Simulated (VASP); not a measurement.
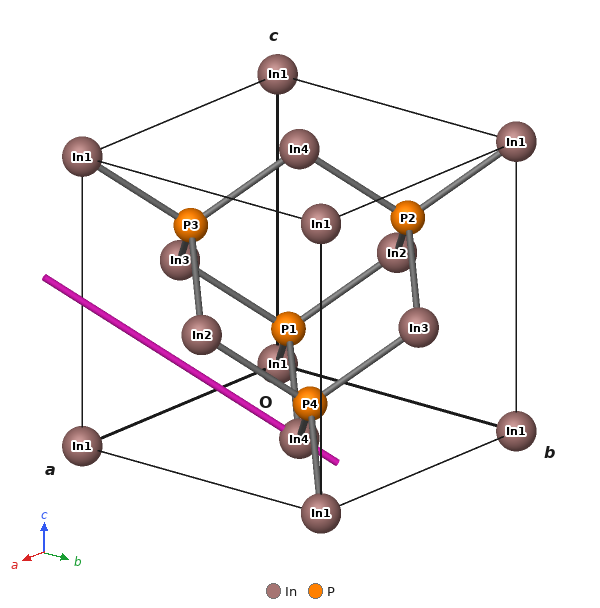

The coloured rod is the axis of a symmetry operation of the crystal. Crystal: InP, coordinates from a relaxation with VASP Kohn-Sham DFT of a periodic cell, HSE06, VASP PAW PBE potentials, recommended in VASP 6.6.1. All values are computed from the atomic coordinates in the standard setting (tolerance 0.002 Å).

a = 5.906 Å, b = 5.906 Å, c = 5.906 Å, α = 90.00°, β = 90.00°, γ = 90.00°.

| atom | x | y | z |
| --- | --- | --- | --- |
| In1 | 0.0000 | 0.0000 | 0.0000 |
| P1 | 0.2500 | 0.2500 | 0.2500 |
| In2 | 0.0000 | 0.5000 | 0.5000 |
| P2 | 0.2500 | 0.7500 | 0.7500 |
| In3 | 0.5000 | 0.0000 | 0.5000 |
| P3 | 0.7500 | 0.2500 | 0.7500 |
| In4 | 0.5000 | 0.5000 | 0.0000 |
| P4 | 0.7500 | 0.7500 | 0.2500 |

Take the operation x, y, z → −y+1, −z+1/2, x−1/2.

Q: What kind of operation is it, and where does it lie?

A: It is a 3-fold rotation, about the line along [1 −1 1] through (2/3, 1/3, 1/6).

Q: Onto which atom does it carry each atom (up to whole multiples of a, b and c)?

A: In1 → In2, P1 → P3, In2 → In3, P2 → P2, In3 → In1, P3 → P4, In4 → In4, P4 → P1.

Q: What is the crystal's space group?

A: F-43m (No. 216).
